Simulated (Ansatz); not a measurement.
# BAs: what the fields show

Input

```
crystal:
  lattice:
    - [2.12754933, 0.0, 0.0]
    - [0.0, 3.17406294, 0.0]
    - [0.0, 0.0, 4.95098018]
  atoms:
    - { symbol: B, position: [0.0, 0.5, 0.0] }
    - { symbol: As, position: [0.5, 0.5, 0.5] }
hamiltonian:
  xc: pbe
  pseudopotentials: { kind: paw }
kpoints:
  mp_grid: { grid: [12, 8, 6] }
scf:
  occupations: { method: gaussian, width: 0.025 }
output:
  forces: true
  stress: true
  eigenvalues: true
  write_density: true
  write_potential: true
  elf: true
  volumetric_format: npy
```

Run with:

```sh
ansatz run input.yaml --threads 2 --pin off --max-ram 5632MiB --backend cpu --events-out ev --progress --plain --runs-dir out
```

Below, planes, directions and counts refer to the conventional cell (a = 2.13 Å, b = 3.17 Å, c = 4.95 Å, α = 90.00°, β = 90.00°, γ = 90.00°).

Space group Pmmm; a generated structure, not necessarily the stable one; computed pressure about 6 GPa in this cell.

Level of theory: Ansatz 0.2.0, Kohn-Sham DFT of a periodic cell, PBE, Ansatz PAW.

The density is the valence pseudo-density of a PAW calculation; it isn't the true density close to the nuclei.

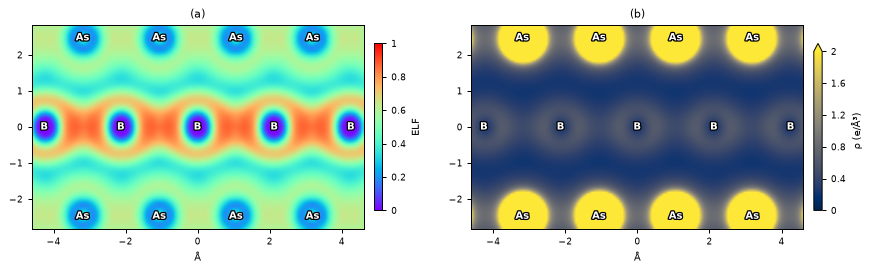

Figure 1. (a) electron localisation function; (b) valence pseudo-density on the (010) plane of the conventional cell.

Question: What does the map show?

Answer: The section cuts through B and As sites. B–B (2.13 Å): ρ is about 0.46 e/Å³ halfway; the ELF peaks at about 0.85 between the atoms. As–As (2.13 Å): ρ is about 0.84 e/Å³ halfway; the ELF peaks at about 0.65 between the atoms. Between the atoms the lowest density in this plane is 0.22 e/Å³.

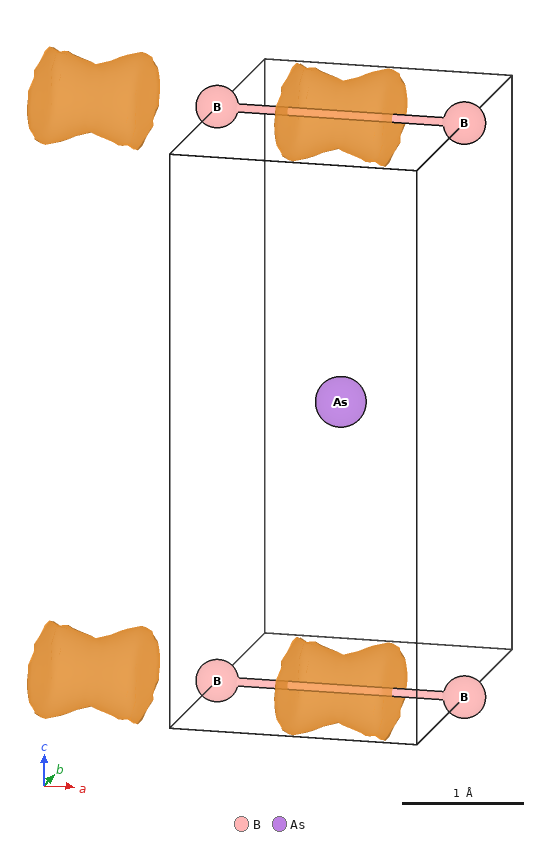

Figure 2. Isosurface of the ELF at 0.8 (orange), seen slightly off an axis. Only the valence region is drawn (cores and ρ < 0.01 e/Å³ removed). Sticks mark near contacts.

Question: Identify the bonds, lone pairs and shells in this picture.

Answer: The ELF exceeds this value in one region between bonded B–B atoms (shared pairs), counted in one cell of 2 atoms. Any copies at cell faces, edges or corners count once.
